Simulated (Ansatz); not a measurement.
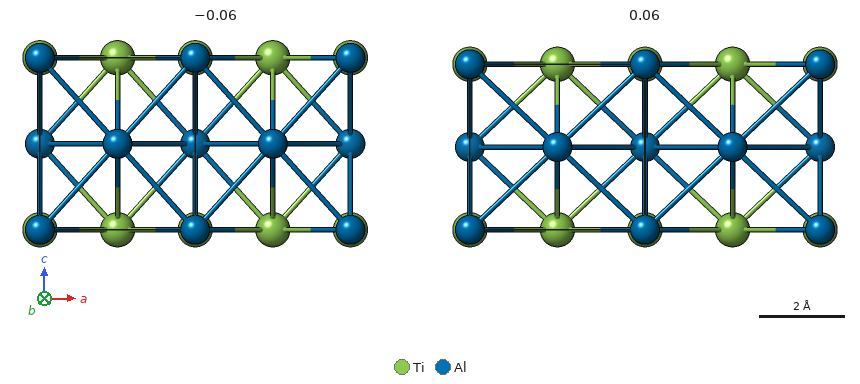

A crystal of TiAl₂ (set up in Cmmm), under uniaxial strain along a (b, c and atoms relaxed), with energies (extrapolated to zero smearing) counted from the relaxed crystal, which is the row at zero. The picture shows the first and the last member. Style: ball-and-stick. Shown: the cell of the calculation, repeated 2 × 1 × 1 with one cell outlined, along the b axis.

Computed with Ansatz 0.2.0: DFT PBEsol, scalar-relativistic, plane waves, PAW. (plane-wave cutoff 420 eV; k-point mesh 10 × 4 × 10; occupations gaussian; smearing width 0.1 eV; no spin polarisation; force threshold 0.008 eV/Å)

```
strain  energy (meV/atom)  a (Å)   b (Å)  c (Å)
 −0.06              30.35  3.667  12.227  4.061
 −0.04              13.48  3.745  12.157  4.028
 −0.02               3.28  3.823  12.101  3.999
   0.0               0.00  3.901  12.053  3.972
  0.02                  ?      ?       ?      ?
  0.04              13.36  4.057  11.976  3.927
  0.06              29.32  4.135  11.942  3.908
```

Q: Estimate the missing row from the others, and compare with the calculation.

A: A parabola through three neighbouring rows (0.0, 0.04, 0.06) gives, with Lagrange weights, (0.3333)(0.00) + (1.0000)(13.36) + (−0.3333)(29.32) = 3.59 meV/atom. The calculation gives 3.45 meV/atom (a = 3.979 Å, b = 12.012 Å, c = 3.949 Å). The estimate is 0.14 meV/atom too high. From the first member to the last: Ti–Ti 2.907 → 3.062 Å, Al–Al 2.789 → 2.929 Å, Al–Ti 2.661 → 2.778 Å.

The whole series:

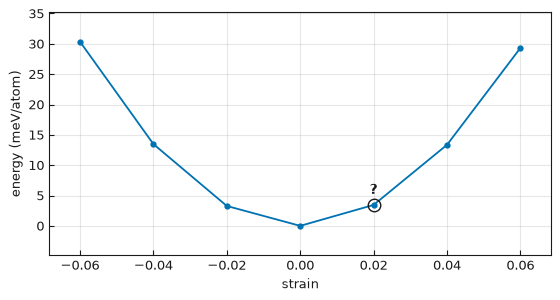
